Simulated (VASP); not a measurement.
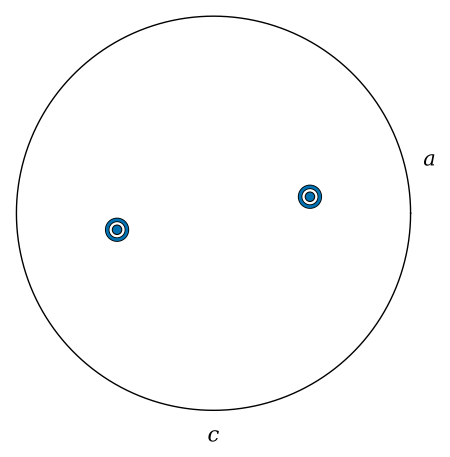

Stereographic projection: filled dots lie in the upper hemisphere, open rings in the lower. The b axis points at the viewer. The poles are all faces of one general form. Computed from the symmetry operations of a computed or model structure of composition Ga2O3.

> Name the crystal class.

2/m (C2h), order 4, monoclinic system: one twofold axis, one mirror plane, an inversion centre.

> Which physical properties does it allow?

It is centrosymmetric, so neither piezoelectric nor pyroelectric; it is not chiral.
